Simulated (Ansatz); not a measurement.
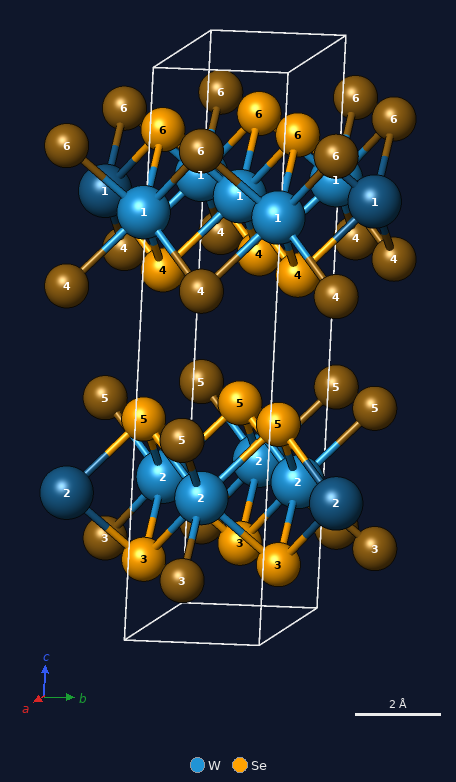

Figure 1. The input geometry (ball-and-stick view of the cell 2 times as large as that of the calculation, set on its symmetry axes, seen slightly off an axis; neighbours outside the cell are drawn fainter; atoms are numbered from 1 in the order of the input). An atom can appear more than once, as a periodic image. Near neighbours in the periodic cell (some may lie outside the picture): W has 6 Se at 2.52 Å; Se has 3 W at 2.52 Å.

**WSe2: single-point calculation**

System: WSe2 (C2/m, 6 atoms in the cell).
Method: DFT PBEsol, scalar-relativistic, plane waves, PAW, no spin polarisation (Ansatz 0.2.0).

The structure derives from an entry of the Crystallography Open Database. It belongs to a series of runs on one base structure; here: the crystal above the cut slid by 0.5 of the vector 1 a1 + 0 a2 (3.271 Å). Figures and captions count atoms from 1; the log counts them from 0 in places.

Input file:
```yaml
crystal:
  lattice:
    - [-3.2711504052, 0.0, 0.0]
    - [-1.6355752026, -2.8328993505, 0.0]
    - [-1.6355752026, 0.0, 13.2206689562]
  atoms:
    - { symbol: W, position: [-0.0416666667, 0.3333333333, 0.75] }
    - { symbol: W, position: [0.5416666667, 0.6666666667, 0.25] }
    - { symbol: Se, position: [0.2716402428, 0.3333333333, 0.1233861811] }
    - { symbol: Se, position: [0.3549735761, 0.6666666667, 0.6233861811] }
    - { symbol: Se, position: [0.1450264239, 0.3333333333, 0.3766138189] }
    - { symbol: Se, position: [0.2283597572, 0.6666666667, 0.8766138189] }
basis:
  ecutwfc: 420
kpoints:
  mp_grid: { grid: [9, 9, 2] }
hamiltonian:
  xc: pbesol
scf:
  occupations: { method: gaussian, width: 0.05 }
output:
  forces: true
  stress: true
  eigenvalues: true
  write_density: true
  write_potential: true
  elf: true
  volumetric_format: npy
```

Machine: 2 threads of AMD EPYC (Zen 3), 64 GiB of memory available, shared host.

Command:
```bash
ansatz run input.yaml --threads 2 --pin off --max-ram 5120MiB --backend cpu --events-out ev --progress --plain --runs-dir out
```

What the program printed:
```
Warning: crystal.symmetry: narrowed to the stabiliser of the k-point mesh — unitary ops 4 → 2; excluded 2 operations that carry a point of the 9×9×2 mesh (shift [0, 0, 0]) off the mesh (the run samples exactly the mesh kpoints.mp_grid names, as under crystal.symmetry.detect: false, and its converged state has the mesh's symmetry, not the crystal's; ε∞, the Born charges and the force constants of a linear response (`dielectric:` by the response, `phonons.method: dfpt`) are averaged over those of the crystal's operations that the state keeps within a tolerance, where `mesh_tensors`, `unaveraged_element` or `gamma_mean_max_change_ev_ang2` stands beside them; a row that `dielectric.field_direction` solves alone is averaged likewise, with nothing beside; a Γ-centred mesh of equal divisions is mapped onto itself by every operation and keeps the whole group, as does a half-shifted one under kpoints.further_shifts: images)
Engine: ansatz 0.2.0, x86_64-unknown-linux-gnu
Pseudopotentials: kind: paw
Pseudopotential: W, paw, valence charge 14, recommended cutoff 420 eV (normal), W.paw.azcp
Pseudopotential: Se, paw, valence charge 16, recommended cutoff 420 eV (normal), Se.paw.azcp
Functional definition: PBEsol
  exchange = pbesol_x
  correlation = pbesol_c
Crystal: 6 atoms, lattice volume = 122.514 Å³
Basis set: ecut = 420 eV, 2461 PW (Γ), exchange–correlation on 48×48×180 points (8 copies of the dense FFT grid, shifted against one another)
Bands: 56, of which v1, the nominal top of the filled ones, is band 46 counted from 1 (45 counted from 0)
Symmetry: 2 space group operations
k-points: 82 of 162
Non-local potential: W, projectors of the file, l = 0: 3, l = 1: 2, l = 2: 2, l = 3: 1
Non-local potential: Se, projectors of the file, l = 0: 2, l = 1: 2, l = 2: 3, l = 3: 1
PAW form: soft (Blöchl's): semilocal exchange-correlation on the pseudo side does not see the compensation charge
PAW frozen core: W, regenerated for the run's functional, and the local potential with it (the file was generated under x = pbe(κ = 0.804, μ = 0.2195149727645171), c = pbe(β = 0.06672455060314922))
PAW frozen core: Se, regenerated for the run's functional, and the local potential with it (the file was generated under x = pbe(κ = 0.804, μ = 0.2195149727645171), c = pbe(β = 0.06672455060314922))
PAW one-centre angular grid: W, 590 points (default); XC on 64 Gauss nodes
PAW one-centre angular grid: Se, 590 points (default); XC on 64 Gauss nodes
Initial density: superposition of atomic densities (neutral atoms: chi_scale 0, normalization atom), corrected by the library's trained network
Initial wavefunctions: pseudopotential atomic-orbital guess
Functional: x = pbesol(κ = 0.804, μ = 0.12345679012345678), c = pbesol(β = 0.046)
SCF iter   1: F=—  HF=-42213.461308 eV  |F-HF|=—  |Δ(HF+E_count)|=         —  Δρ=4.98e-3  dr2=2.43e-2  ethr=1.77e-3  ⟨swp⟩=6.3  Hψ=16713  notcnv=0  defer=4
preconditioner: auto → Resta (q_TF=auto, 2.601 Å⁻¹)  ε∞=6.0  [insulator: Δε(μ)=1.114 eV  Ē_g=9.015 eV  σ=0.050 eV  W_gap=1.00  n_scr=44 (ndim 8)  ℏωp=20.1 eV  f_vac=0.072  D(μ)=0.00/eV (n_scr^D=0)  ε∞_Penn≈6.0]
SCF iter   2: F=—  HF=-42213.463552 eV  |F-HF|=—  |Δ(HF+E_count)|=   2.24e-3  Δρ=2.72e-3  dr2=3.17e-3  ethr=2.64e-5  ⟨swp⟩=2.2  Hψ=7406  notcnv=0  defer=129
SCF iter   3: F=—  HF=-42213.465187 eV  |F-HF|=—  |Δ(HF+E_count)|=   1.64e-3  Δρ=1.42e-3  dr2=9.29e-4  ethr=3.45e-6  ⟨swp⟩=2.7  Hψ=6441  notcnv=0  defer=129
SCF iter   4: F=—  HF=-42213.465926 eV  |F-HF|=—  |Δ(HF+E_count)|=   7.40e-4  Δρ=1.01e-4  dr2=2.02e-5  ethr=1.01e-6  ⟨swp⟩=2.0  Hψ=5752  notcnv=0  defer=129
SCF iter   5: F=—  HF=-42213.465932 eV  |F-HF|=—  |Δ(HF+E_count)|=   5.41e-6  Δρ=3.01e-5  dr2=2.21e-6  ethr=2.19e-8  ⟨swp⟩=2.0  Hψ=5739  notcnv=0  defer=129
SCF iter   6: F=—  HF=-42213.465933 eV  |F-HF|=—  |Δ(HF+E_count)|=   1.17e-6  Δρ=1.55e-5  dr2=1.92e-6  ethr=2.40e-9  ⟨swp⟩=2.0  Hψ=7671  notcnv=0  defer=129
SCF iter   7: F=-42213.465933 eV  HF=-42213.465933 eV  |F-HF|=7.52e-8  |Δ(HF+E_count)|=   4.08e-9  Δρ=6.30e-6  dr2=7.69e-8  ethr=1.09e-10  ⟨swp⟩=12.6  Hψ=32493  notcnv=0
SCF 1 converged in 7 iterations: F = -42213.465933 eV  dr2 = 7.69e-8
  greatest PAW one-centre occupation: 1.000 electrons in one spin orbital (limit 2), on the Se atom at site 5 (counted from 0), in its partial waves of l = 2
SCF converged after 7 iterations
Free energy (F): -42213.465933 eV
Harris-Foulkes:  -42213.465933 eV  (|F-HF|=7.52e-8)
Internal energy: -42213.465933 eV  (E = F + TS)
E sigma→0 (E₀):  -42213.465933 eV
Fermi energy:    13.179648 eV
--- Per-component energies (eV) ---
  E_band       = -1708.966905
  E_kinetic    = 1380.536776
  E_local      = -11761.763588  (includes V_loc(G=0)·N_el)
  E_nonlocal   = -2362.037934
  E_hartree    = 5646.285346
  E_xc         = -946.459936
  E_vxc        = -873.209246  (∫ρ·V_xc dr)
  E_paw        = -24344.585682  (= ΣΔE_a)
  E_vpaw       = 614.929015  (= ΣTr[D̂ρ^β])
  E_aug_tail   = -0.002556  (compensation charges beyond the density's cutoff)
  E_ewald      = -9829.915745
  E_core_change = 4.477386  (= ΣΔE_core)
  E_smearing   = -0.000000  (= −TS)
  E_closure    = -0.000000  (closes the sum)
  Σ components = -42213.465933   (vs F -42213.465933, Δ=0.00e0)
--- Forces (eV/Å), atoms counted from 1 ---
  atom   1  W      0.00006285    -0.02430018    -0.01631252
  atom   2  W     -0.00006285     0.02430018     0.01631252
  atom   3  Se    -0.00032330     0.06261641     0.16511297
  atom   4  Se    -0.00038266    -0.00062051    -0.01082290
  atom   5  Se     0.00038266     0.00062051     0.01082290
  atom   6  Se     0.00032330    -0.06261641    -0.16511297
  max |Σ_I F_I| component: 0.00e0 eV/Å
--- Stress (GPa, compression-positive) ---
        0.016444       0.000454       0.000454
        0.000454       0.268098       0.482045
        0.000454       0.482046       0.984275
  P = ⅓ Tr σ = 0.4229 GPa (4.229 kbar)
--- Band table (eV; the first three rows and the last of 82) ---
  k-point 0: bands = ["-61.5104", "-61.5104", "-35.1835", "-35.1834", "-35.1834", "-35.1834", "-35.1776", "-35.1776", "-35.1769", "-35.1769", "-35.1540", "-35.1538", "-35.1537", "-35.1535", "-35.1497", "-35.1497", "-35.1495", "-35.1495", "-35.1416", "-35.1413", "-35.1379", "-35.1371", "-25.8140", "-25.8140", "-25.6561", "-25.6561", "-25.6554", "-25.6554", "-2.6510", "-2.4451", "-1.4428", "-1.0919", "5.5250", "6.5092", "9.0386", "10.0254", "10.0293", "10.0296", "10.0332", "11.1751", "11.1884", "11.1888", "11.2006", "11.4350", "11.4774", "12.6228", "15.3924", "15.3945", "15.3996", "15.4190", "15.5343", "15.6015", "15.6042", "15.6460", "17.1557", "17.8515"]
  k-point 1: bands = ["-61.5104", "-61.5104", "-35.1835", "-35.1834", "-35.1834", "-35.1834", "-35.1776", "-35.1776", "-35.1769", "-35.1769", "-35.1540", "-35.1538", "-35.1537", "-35.1535", "-35.1497", "-35.1497", "-35.1495", "-35.1495", "-35.1415", "-35.1414", "-35.1379", "-35.1371", "-25.8140", "-25.8140", "-25.6561", "-25.6561", "-25.6554", "-25.6554", "-2.5656", "-2.5551", "-1.2625", "-1.2513", "5.9232", "5.9603", "9.9505", "10.0099", "10.0233", "10.0356", "10.0356", "10.0358", "11.1683", "11.1823", "11.1960", "11.2089", "12.3398", "12.4010", "15.3888", "15.3966", "15.4061", "15.4295", "15.5088", "15.5669", "15.6220", "15.6734", "17.5209", "17.5293"]
  k-point 2: bands = ["-61.5091", "-61.5091", "-35.1834", "-35.1834", "-35.1829", "-35.1829", "-35.1776", "-35.1776", "-35.1763", "-35.1763", "-35.1542", "-35.1540", "-35.1538", "-35.1536", "-35.1499", "-35.1498", "-35.1497", "-35.1495", "-35.1413", "-35.1411", "-35.1376", "-35.1368", "-25.8078", "-25.8078", "-25.6853", "-25.6853", "-25.6630", "-25.6630", "-2.4605", "-2.2552", "-1.3390", "-1.0030", "5.7671", "6.7511", "8.8670", "9.4653", "9.4975", "10.2134", "10.2140", "10.3408", "10.8795", "10.8798", "11.0637", "11.5153", "11.7375", "12.3544", "14.8103", "15.0535", "15.1465", "15.1791", "15.3344", "15.3391", "15.7341", "15.7367", "18.1243", "18.7312"]
  k-point 81: bands = ["-61.4988", "-61.4988", "-35.1832", "-35.1831", "-35.1789", "-35.1789", "-35.1767", "-35.1767", "-35.1730", "-35.1730", "-35.1556", "-35.1554", "-35.1547", "-35.1545", "-35.1515", "-35.1513", "-35.1503", "-35.1502", "-35.1392", "-35.1391", "-35.1354", "-35.1346", "-25.8971", "-25.8971", "-25.7597", "-25.7596", "-25.7325", "-25.7325", "-0.4524", "-0.3927", "-0.2235", "-0.1648", "6.0101", "6.0871", "6.9895", "7.1735", "8.0744", "8.1296", "9.1518", "9.2049", "9.7837", "10.2326", "10.3750", "10.6201", "11.7268", "12.0090", "14.7343", "14.8508", "15.2022", "15.4070", "15.9127", "16.0908", "16.3086", "16.8320", "16.9141", "17.4380"]
```

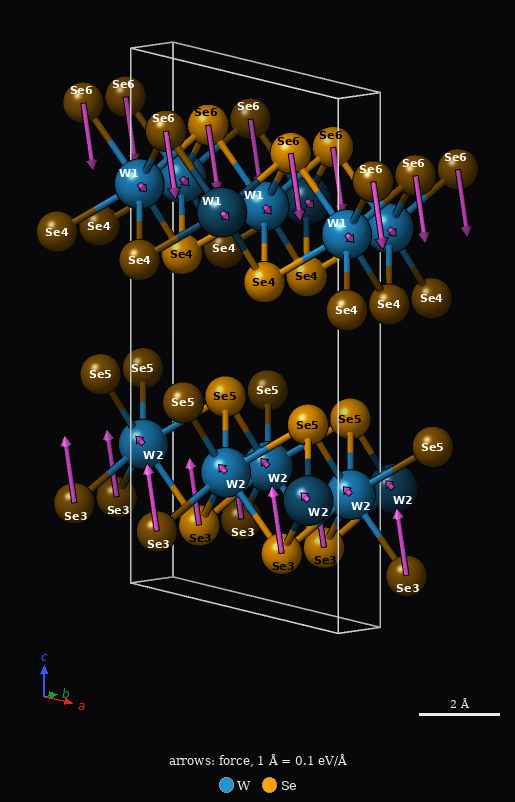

Figure 2. Forces on the atoms as pink arrows (ball-and-stick view of the cell 2 times as large as that of the calculation, set on its symmetry axes, seen at an oblique angle; neighbours outside the cell are drawn fainter; atoms are numbered from 1 in the order of the input); the smallest are left out. The largest act on Se3, Se6 (0.18 eV/Å). The geometry is not a stationary point of this energy.

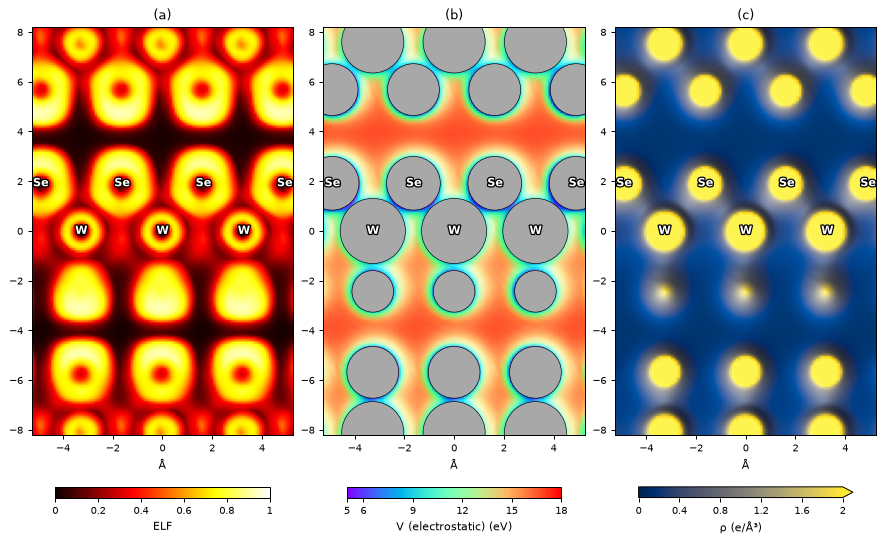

Figure 3. (a) ELF; (b) electrostatic potential (local pseudopotential plus Hartree) felt by an electron; (c) valence pseudo-density on the (101) plane of the conventional cell. Grey discs, where drawn, cover atomic cores. Atoms in the plane: W and Se. W–Se (2.52 Å): ρ is about 0.56 e/Å³ halfway; the ELF is about 0.55 at the midpoint. Away from the nuclei the density in this plane falls to 0.02 e/Å³ at its lowest. The strong features right at W lie inside the PAW spheres (semicore, d or f shells) and say nothing about bonding. Outside the cores the potential energy rises away from the atoms and is highest about 2.3 Å from the nearest atoms; outside the discs it spans about 12 eV, and its zero is arbitrary. In a PAW calculation such maps are meaningful between the atoms, not at the nuclei.

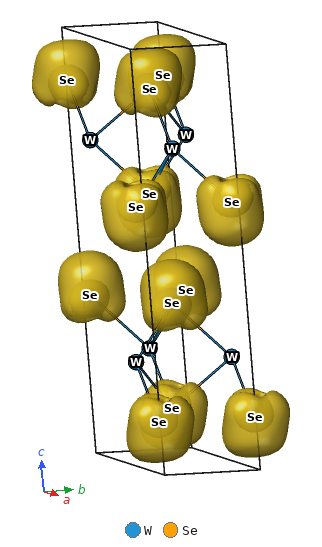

Figure 4. Isosurface of the electron localisation function at 0.7 (yellow), seen slightly off an axis. Only the valence region is drawn (cores and ρ < 0.01 e/Å³ removed). Sticks mark near contacts. The outline is the cell set on symmetry axes. Profiles from the grid: W–Se (2.52 Å): the ELF is about 0.55 at the midpoint.

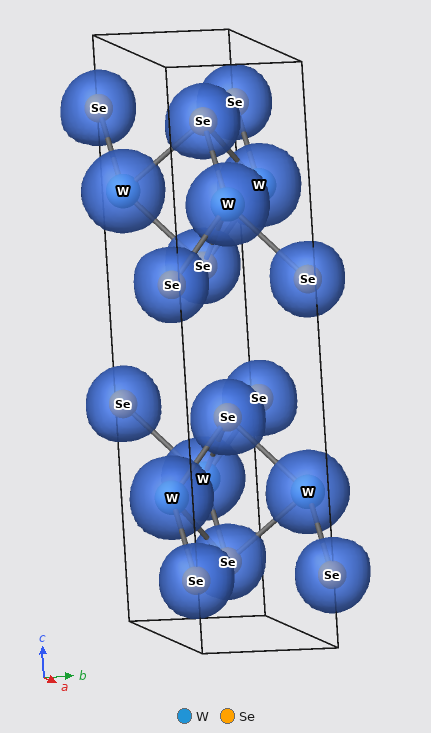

Figure 5. Isosurface of the valence pseudo-density at 0.8 e/Å³ (blue), seen slightly off an axis. Sticks mark near contacts. The outline is the cell set on symmetry axes. At this value the density breaks into separate islands; it holds about 70 % of the electrons treated as valence (semicore included). It is pinched off along the W–Se (2.52 Å) contacts. On the grid the lowest density along these lines, outside the cores, is 0.56 e/Å³ (W–Se, 2.52 Å).

Results in brief:

| quantity | value |
| --- | --- |
| outcome | converged |
| space group (tolerance 0.01 Å) | C2/m (12) |
| electrons treated | 92 |
| free energy | −42213.4659 eV |
| Fermi energy | 13.180 eV |
| gap on the k-point mesh | 1.12 eV |
| pressure | 0.42 GPa |
| largest force (length of the vector) | 0.177 eV/Å |
| wall time | 21 s (CPU time 40 s) |
| peak memory | 0.7 GiB |

Notes:

Warnings of the run: the k-point mesh lowers the symmetry that the run can use. Spin–orbit coupling is left out, which matters for W.
